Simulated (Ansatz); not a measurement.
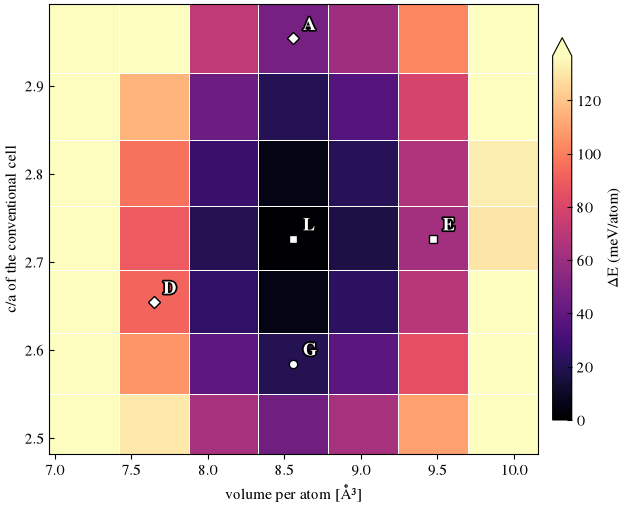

Al₂O₃ (R-3c, No. 167; 10 atoms in the cell). The energy is mapped over volume and the cell's shape. Coordinates scanned: (1) volume per atom; (2) c/a of the conventional cell. Nothing is relaxed (fractional coordinates fixed). The scan uses a 7 × 7 grid. Points are written as (first, second). All energies are given in meV/atom relative to the lowest grid point. Theory: Ansatz 0.2.0, DFT PBEsol, scalar-relativistic, plane waves, PAW. Settings: cutoff 520 eV, k-mesh 6×6×6, gaussian smearing 0.05 eV, no spin polarisation.

Drawn: one coloured cell a grid point, one colour for all values above the top of the scale, lettered points.

Rank the lettered points by energy, lowest first.

Answer. L (0 meV/atom), G (20 meV/atom), A (47 meV/atom), E (62 meV/atom), D (92 meV/atom).

What kind of point is each of D, E, L: minimum, saddle, maximum or slope?

Answer. D: on a slope; E: on a slope; L: minimum. (In these two coordinates alone; a stationary point may lie a little off the grid point.)

PAW datasets: the set soft_1.
